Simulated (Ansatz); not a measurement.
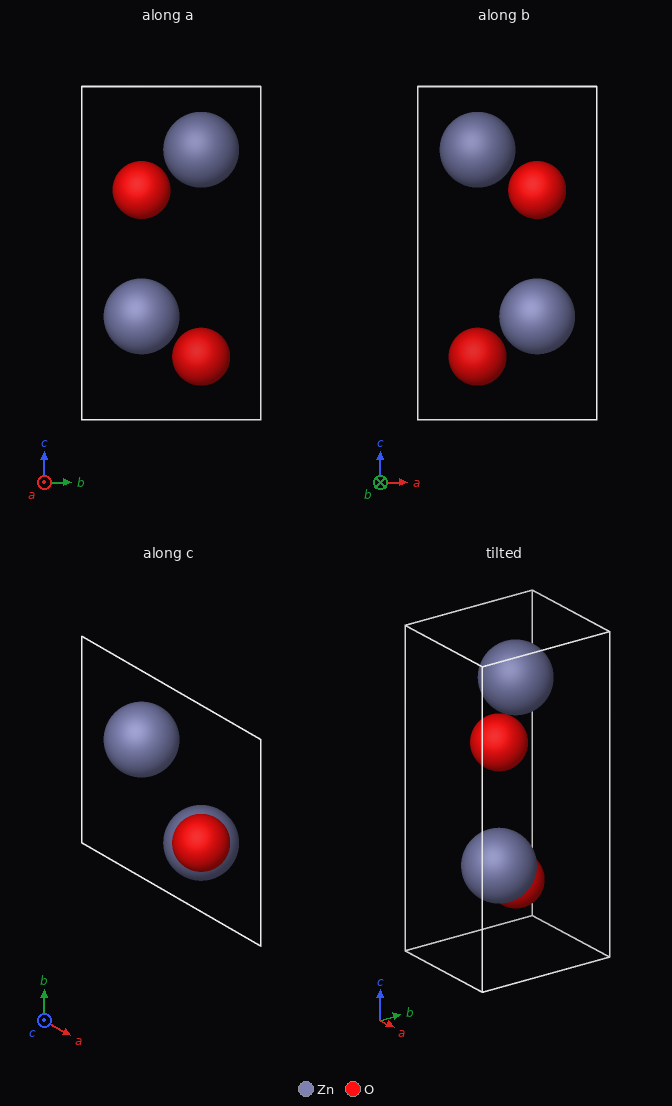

Crystal structure, spheres-only style, seen along the a axis, along the b axis, along the c axis and slightly off an axis. Atoms at the boundary of the conventional unit cell (the box) are drawn once for each face, edge or corner they touch.

Lattice parameters: a = 3.312 Å, b = 3.312 Å, c = 5.346 Å, α = 90.00°, β = 90.00°, γ = 120.00°. Put a along x and b in the xy plane.

Q: From the views, write a POSCAR file, with free fractional coordinates to two decimals.

A:
```
Zn O
1.0
     3.312    0.000    0.000
    -1.656    2.868    0.000
     0.000    0.000    5.346
Zn O
2 2
Direct
  0.3333 0.6667 0.81
  0.6667 0.3333 0.31
  0.6667 0.3333 0.69
  0.3333 0.6667 0.19
```

Provenance: a structure type filled with these elements by a generator (whether the compound takes this form wasn't checked). The cell was then strained or its atoms displaced on purpose. It was relaxed at fixed volume with DFT PBE, scalar-relativistic, plane waves, PAW in Ansatz.
